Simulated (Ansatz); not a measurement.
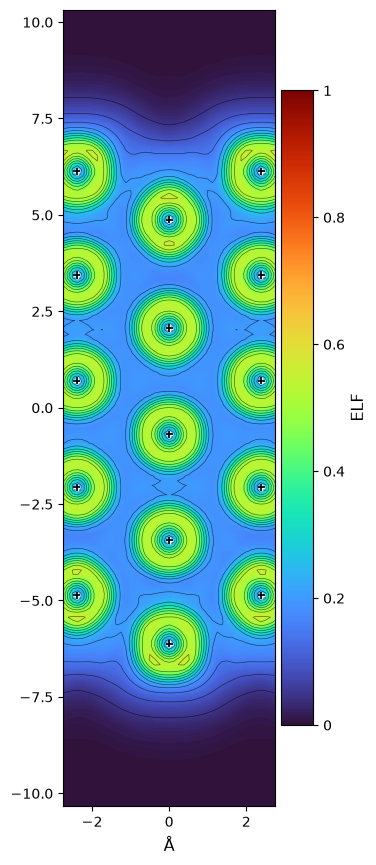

The ELF on a plane through atoms (crosses mark nuclei in the plane).

Level of theory: DFT r2SCAN, scalar-relativistic, plane waves, PAW (Ansatz).

Candidates:
A. In, a = 3.22 Å, b = 3.22 Å, c = 5.05 Å, α = 90.00°, β = 90.00°, γ = 90.00°. Space group I4/mmm; computed without spin polarisation.
B. Ge (slab), a = 4.02 Å, b = 4.02 Å, c = 28.00 Å, α = 90.00°, β = 90.00°, γ = 120.00°. 
C. Pd (slab), a = 2.76 Å, b = 3.91 Å, c = 27.43 Å, α = 90.00°, β = 90.00°, γ = 90.00°. 

Which system is this?

Answer. Candidate C: Pd on the (110) plane of the calculation cell, a cut from vacuum to vacuum, which holds Pd. Pd–Pd (2.68 Å): the ELF is about 0.20 at the midpoint: no localised pair shows between them. Pd–Pd (2.75 Å): the ELF is about 0.20 at the midpoint (no localised pair shows between them).
